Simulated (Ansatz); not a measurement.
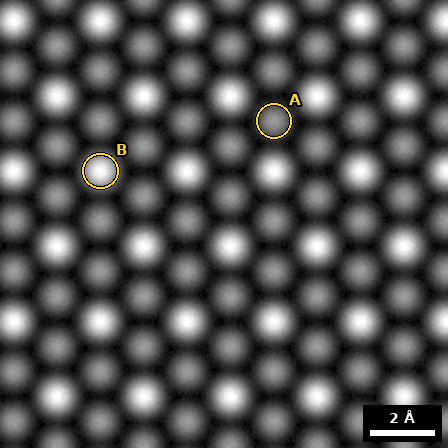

Dark-field STEM-like image of Ir (P6_3/mmc, No. 194) along [001]. The image is simulated as a sum over atoms of Z^1.6, blurred by a 0.84 Å probe (no channelling). The display is stretched by a gamma of 0.65; percentages refer to the linear signal. Shot noise was added. Model: the input geometry of an electronic-structure calculation (not necessarily at equilibrium); the starting structure was generated, so it need not be a known form of this composition.

```cif
data_structure
_symmetry_space_group_name_H-M 'P 1'
_symmetry_Int_Tables_number 1
_cell_length_a 2.7108
_cell_length_b 2.7108
_cell_length_c 8.8556
_cell_angle_alpha 90.000
_cell_angle_beta 90.000
_cell_angle_gamma 120.000
_cell_volume 56.36
loop_
_atom_site_label
_atom_site_type_symbol
_atom_site_fract_x
_atom_site_fract_y
_atom_site_fract_z
_atom_site_occupancy
Ir1 Ir 0.00000 0.00000 0.00000 1
Ir2 Ir 0.00000 0.00000 0.50000 1
Ir3 Ir 0.33333 0.66667 0.25000 1
Ir4 Ir 0.66667 0.33333 0.75000 1
```

Assign the marked columns.

Answer. A: Ir (1 Ir per 8.86 Å along the beam; about 45 % of the brightest peak). B: Ir (2 Ir per 8.86 Å along the beam; the brightest kind). Brightness is counted from the darkest point of the image.
